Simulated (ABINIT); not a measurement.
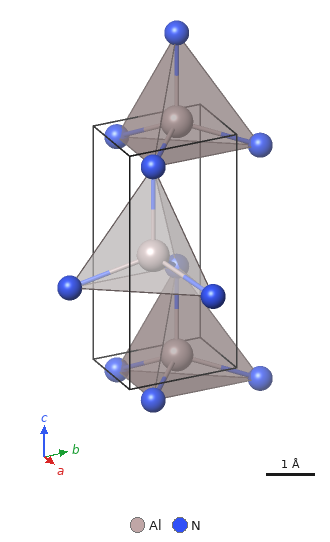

Fig. 1: The structure (polyhedral view of the cell of the calculation, seen slightly off an axis; polyhedra are completed across the faces of the cell).

# Positron calculation of AlN (part 1 of 2)

AlN (P6₃mc, 4 atoms in the cell), computed with Kohn-Sham DFT of a periodic cell, PBE, JTH PAW PBE v2.0, no spin polarisation (ABINIT 10.8.3).

The structure derives from an entry of the Crystallography Open Database.

### Input file
```
# Datasets
ndtset 2

# Pseudopotentials
pp_dirpath "./"
pseudos "Al.GGA_PBE-JTH.xml, N.GGA_PBE-JTH.xml"

# Structure
acell 3*1.0
rprim
     5.8827174260     0.0000000000     0.0000000000
    -2.9413587130     5.0945827342     0.0000000000
     0.0000000000     0.0000000000     9.4127258268
ntypat 2
znucl 13 7
natom 4
typat 1 1 2 2
xred
            2/3            1/3            1/2
            1/3            2/3            0.0
            2/3            1/3   0.8800000000
            1/3            2/3   0.3800000000

# Plane-wave basis
ecut 598.650497 eV
pawecutdg 44.0

# Exchange and correlation
ixc 11

# SCF cycle
nstep 80

# Output
iomode 3
prteig 0
prtebands 0
prtwf 0

# Dataset 1: electrons
kptopt1 1
ngkpt1 7 7 4
nshiftk1 1
shiftk1 0.0 0.0 0.0
nband1 12
occopt1 3
tsmear1 0.00183747
tolvrs1 1.0e-10
prtden1 1

# Dataset 2: positron in the electrons' density
positron2 1
ixcpositron2 3
getden2 1
kptopt2 0
nkpt2 1
kpt2 0.0 0.0 0.0
nband2 1
occopt2 2
occ2 1.0
posocc2 1.0
toldfe2 1.0e-9
optforces2 0
optstress2 0
prtden2 0
```

Hardware: 1 thread of Intel Xeon @ 2.50GHz (Skylake/Cascade Lake), 16 GiB of memory available, shared host.

Launched with:
```bash
abinit run.abi > log 2>&1
```

### Log
```
.Version 10.8.3 of ABINIT
 DATASET    1 : space group P6_3 m c (#186); Bravais hP (primitive hexag.)
================================================================================
 Values of the parameters that define the memory need for DATASET  1.
     intxc =       0    ionmov =       0      iscf =      17    lmnmax =       8
     lnmax =       4     mgfft =      40  mpssoang =       2    mqgrid =    3001
     natom =       4  nloc_mem =       2    nspden =       1   nspinor =       1
    nsppol =       1      nsym =      12    n1xccc =       1    ntypat =       2
    occopt =       3   xclevel =       2
       mpw =        1404          nfft =       29160          nkpt =          24
 PAW method is used; the additional fine FFT grid is defined by:
   mgfftf=        60    nfftf =     77760
================================================================================
================================================================================

 DATASET    2 : space group P6_3 m c (#186); Bravais hP (primitive hexag.)
================================================================================
 Values of the parameters that define the memory need for DATASET  2.
     intxc =       0    ionmov =       0      iscf =      17    lmnmax =       8
     lnmax =       4     mgfft =      40  mpssoang =       2    mqgrid =    3001
     natom =       4  nloc_mem =       2    nspden =       1   nspinor =       1
    nsppol =       1      nsym =      12    n1xccc =       1    ntypat =       2
    occopt =       2   xclevel =       2
       mpw =         694          nfft =       29160          nkpt =           1
 PAW method is used; the additional fine FFT grid is defined by:
   mgfftf=        60    nfftf =     77760
================================================================================
================================================================================

--------------------------------------------------------------------------------
------------- Echo of variables that govern the present computation ------------
--------------------------------------------------------------------------------
 -outvars: echo values of preprocessed input variables --------
            acell      1.0000000000E+00  1.0000000000E+00  1.0000000000E+00 Bohr
              amu      2.69815390E+01  1.40067400E+01
             ecut      2.20000000E+01 Hartree
           getden1          0
           getden2          1
              ixc          11
      ixcpositron1          1
      ixcpositron2          3
           jdtset        1    2
           kptopt1          1
           kptopt2          0
         kptrlatt        7    0    0      0    7    0      0    0    4
          kptrlen1     3.76509033E+01
          kptrlen2     3.00000000E+01
            natom           4
            nband1         12
            nband2          1
           ndtset           2
            ngfft          27      27      40
          ngfftdg          36      36      60
             nkpt1         24
             nkpt2          1
            nstep          80
             nsym          12
           ntypat           2
           occopt1          3
           occopt2          2
        optforces1          2
        optforces2          0
        optstress1          1
        optstress2          0
        pawecutdg      4.40000000E+01 Hartree
         positron1          0
         positron2          1
           prtden1          1
           prtden2          0
        prtebands           0
           prteig           0
            prtwf           0
            rprim      5.8827174260E+00  0.0000000000E+00  0.0000000000E+00
                      -2.9413587130E+00  5.0945827342E+00  0.0000000000E+00
                       0.0000000000E+00  0.0000000000E+00  9.4127258268E+00
           shiftk1     0.00000000E+00  0.00000000E+00  0.00000000E+00
           shiftk2     5.00000000E-01  5.00000000E-01  5.00000000E-01
          spgroup         186
           toldfe1     0.00000000E+00 Hartree
           toldfe2     1.00000000E-09 Hartree
           tolvrs1     1.00000000E-10
           tolvrs2     0.00000000E+00
           tsmear1     1.83747000E-03 Hartree
           tsmear2     1.00000000E-02 Hartree
            typat      1  1  2  2
           useylm           1
           xangst      1.5564999990E+00  8.9864569339E-01  2.4904999983E+00
                      -1.8435089672E-17  1.7972913868E+00  0.0000000000E+00
                       1.5564999990E+00  8.9864569339E-01  4.3832799970E+00
                      -1.8435089672E-17  1.7972913868E+00  1.8927799987E+00
            xcart      2.9413587130E+00  1.6981942447E+00  4.7063629134E+00
                      -3.4837270587E-17  3.3963884895E+00  0.0000000000E+00
                       2.9413587130E+00  1.6981942447E+00  8.2831987276E+00
                      -3.4837270587E-17  3.3963884895E+00  3.5768358142E+00
             xred      6.6666666667E-01  3.3333333333E-01  5.0000000000E-01
                       3.3333333333E-01  6.6666666667E-01  0.0000000000E+00
                       6.6666666667E-01  3.3333333333E-01  8.8000000000E-01
                       3.3333333333E-01  6.6666666667E-01  3.8000000000E-01
            znucl       13.00000    7.00000

================================================================================

 chkinp: Checking input parameters for consistency, jdtset=   1.

 chkinp: Checking input parameters for consistency, jdtset=   2.

================================================================================
== DATASET  1 ==================================================================

--- !DatasetInfo
iteration_state: {dtset: 1, }
dimensions: {natom: 4, nkpt: 24, mband: 12, nsppol: 1, nspinor: 1, nspden: 1, mpw: 1404, }
cutoff_energies: {ecut:  22.0, pawecutdg:  44.0, }
electrons: {nelect:   1.60000000E+01, charge:   0.00000000E+00, occopt:   3.00000000E+00, tsmear:   1.83747000E-03, }
meta: {optdriver: 0, ionmov: 0, optcell: 0, iscf: 17, paral_kgb: 0, }
...

 Exchange-correlation functional for the present dataset will be:
  GGA: Perdew-Burke-Ernzerhof functional - ixc=11
  J.P.Perdew, K.Burke, M.Ernzerhof, PRL 77, 3865 (1996)

 Real(R)+Recip(G) space primitive vectors, cartesian coordinates (Bohr,Bohr^-1):
 R(1)=  5.8827174  0.0000000  0.0000000  G(1)=  0.1699895  0.0981435  0.0000000
 R(2)= -2.9413587  5.0945827  0.0000000  G(2)=  0.0000000  0.1962869  0.0000000
 R(3)=  0.0000000  0.0000000  9.4127258  G(3)=  0.0000000  0.0000000  0.1062392
 Unit cell volume ucvol=  2.8209930E+02 bohr^3
 Angles (23,13,12)=  9.00000000E+01  9.00000000E+01  1.20000000E+02 degrees

 Coarse grid specifications (used for wave-functions):

 getcut: wavevector=  0.0000  0.0000  0.0000  ngfft=  27  27  40
         ecut(hartree)=     22.000   => boxcut(ratio)=   2.01265

 Fine grid specifications (used for densities):

 getcut: wavevector=  0.0000  0.0000  0.0000  ngfft=  36  36  60
         ecut(hartree)=     44.000   => boxcut(ratio)=   2.04943

--- Pseudopotential description ------------------------------------------------
- pspini: atom type   1  psp file is ./Al.GGA_PBE-JTH.xml
 Pseudopotential format is: paw10
 basis_size (lnmax)=  4 (lmn_size=  8), orbitals=   0   0   1   1
 Spheres core radius: rc_sph= 1.90363307
 Shapefunction is SIN type: shapef(r)=[sin(pi*r/rshp)/(pi*r/rshp)]**2
 Radius for shape functions =  1.60786206
 Compensation charge density is not taken into account in XC energy/potential

- pspini: atom type   2  psp file is ./N.GGA_PBE-JTH.xml
 Pseudopotential format is: paw10
 basis_size (lnmax)=  4 (lmn_size=  8), orbitals=   0   0   1   1
 Spheres core radius: rc_sph= 1.20497474
 Shapefunction is SIN type: shapef(r)=[sin(pi*r/rshp)/(pi*r/rshp)]**2
 Radius for shape functions =  1.00243812
 Compensation charge density is not taken into account in XC energy/potential

  -1.78826511E+01                                ecore*ucvol(ha*bohr**3)
--------------------------------------------------------------------------------

================================================================================

--- !BeginCycle
iteration_state: {dtset: 1, }
solver: {iscf: 17, nstep: 80, nline: 4, wfoptalg: 10, }
tolerances: {tolvrs: 1.00E-10, }
...

     iter   Etot(hartree)      deltaE(h)  residm     nres2
 ETOT  1  -24.604666954573    -2.460E+01 1.166E-01 5.130E+01
 ETOT  2  -24.485021988476     1.196E-01 6.463E-03 1.243E+01
 ETOT  3  -24.469195778502     1.583E-02 2.270E-03 1.124E+00
 ETOT  4  -24.469407883688    -2.121E-04 3.849E-04 2.043E-02
 ETOT  5  -24.469420109568    -1.223E-05 7.493E-05 3.059E-03
 ETOT  6  -24.469429512975    -9.403E-06 2.505E-05 1.951E-04
 ETOT  7  -24.469429821436    -3.085E-07 1.019E-05 3.044E-05
 ETOT  8  -24.469429762689     5.875E-08 3.047E-06 3.232E-07
 ETOT  9  -24.469429763611    -9.223E-10 1.482E-06 1.398E-08
 ETOT 10  -24.469429763581     2.983E-11 4.570E-07 5.349E-09
 ETOT 11  -24.469429763572     9.344E-12 2.281E-07 3.603E-11

 At SCF step   11       nres2   =  3.60E-11 < tolvrs=  1.00E-10 =>converged.

 Cartesian components of stress tensor (hartree/bohr^3)
  sigma(1 1)= -6.77254136E-05  sigma(3 2)=  0.00000000E+00
  sigma(2 2)= -6.77254136E-05  sigma(3 1)=  0.00000000E+00
  sigma(3 3)= -1.21864814E-04  sigma(2 1)=  0.00000000E+00

--- !ResultsGS
iteration_state: {dtset: 1, }
comment   : Summary of ground state results
lattice_vectors:
- [  5.8827174,   0.0000000,   0.0000000, ]
- [ -2.9413587,   5.0945827,   0.0000000, ]
- [  0.0000000,   0.0000000,   9.4127258, ]
lattice_lengths: [   5.88272,    5.88272,    9.41273, ]
lattice_angles: [ 90.000,  90.000, 120.000, ] # degrees, (23, 13, 12)
lattice_volume:   2.8209930E+02
convergence: {deltae:  9.344E-12, res2:  3.603E-11, residm:  2.281E-07, diffor: null, }
etotal    :  -2.44694298E+01
entropy   :   0.00000000E+00
fermie    :   3.26322548E-01
cartesian_stress_tensor: # hartree/bohr^3
- [ -6.77254136E-05,   0.00000000E+00,   0.00000000E+00, ]
- [  0.00000000E+00,  -6.77254136E-05,   0.00000000E+00, ]
- [  0.00000000E+00,   0.00000000E+00,  -1.21864814E-04, ]
pressure_GPa:   2.5235E+00
xred      :
- [  6.6667E-01,   3.3333E-01,   5.0000E-01, Al]
- [  3.3333E-01,   6.6667E-01,   0.0000E+00, Al]
- [  6.6667E-01,   3.3333E-01,   8.8000E-01,  N]
- [  3.3333E-01,   6.6667E-01,   3.8000E-01,  N]
cartesian_forces: # hartree/bohr
- [ -1.14430332E-29,   2.31232340E-29,  -2.47099947E-03, ]
- [  3.43290995E-29,   8.91896167E-29,  -2.47099947E-03, ]
- [ -3.43290995E-29,   9.90995741E-30,   2.47099947E-03, ]
- [  1.14430332E-29,  -1.22222808E-28,   2.47099947E-03, ]
force_length_stats: {min:   2.47099947E-03, max:   2.47099947E-03, mean:   2.47099947E-03, }
...

 Integrated electronic density in atomic spheres:
 ------------------------------------------------
 Atom  Sphere_radius  Integrated_density
    1        1.90363          0.89839979
    2        1.90363          0.89839979
    3        1.20497          2.62706376
    4        1.20497          2.62706376

================================================================================

 ----iterations are completed or convergence reached----

 Mean square residual over all n,k,spin=   17.994E-10; max=  22.806E-08
 reduced coordinates (array xred) for    4 atoms
       0.666666666667      0.333333333333      0.500000000000
       0.333333333333      0.666666666667      0.000000000000
       0.666666666667      0.333333333333      0.880000000000
       0.333333333333      0.666666666667      0.380000000000
 rms dE/dt=  1.3441E-02; max dE/dt=  2.4251E-02; dE/dt below (all hartree)
    1       0.000000000000      0.000000000000      0.024250887226
    2      -0.000000000000     -0.000000000000      0.024250887226
    3       0.000000000000      0.000000000000     -0.022266793788
    4       0.000000000000      0.000000000000     -0.022266793788

 cartesian coordinates (angstrom) at end:
    1      1.55649999895463     0.89864569338986     2.49049999832074
    2     -0.00000000000000     1.79729138677972     0.00000000000000
    3      1.55649999895463     0.89864569338986     4.38327999704451
    4     -0.00000000000000     1.79729138677972     1.89277999872377

 cartesian forces (hartree/bohr) at end:
    1     -0.00000000000000     0.00000000000000    -0.00247099946762
    2      0.00000000000000     0.00000000000000    -0.00247099946762
    3     -0.00000000000000     0.00000000000000     0.00247099946762
    4      0.00000000000000    -0.00000000000000     0.00247099946762
 frms,max,avg= 1.4266322E-03 2.4709995E-03   0.000E+00  0.000E+00 -1.054E-04 h/b
```
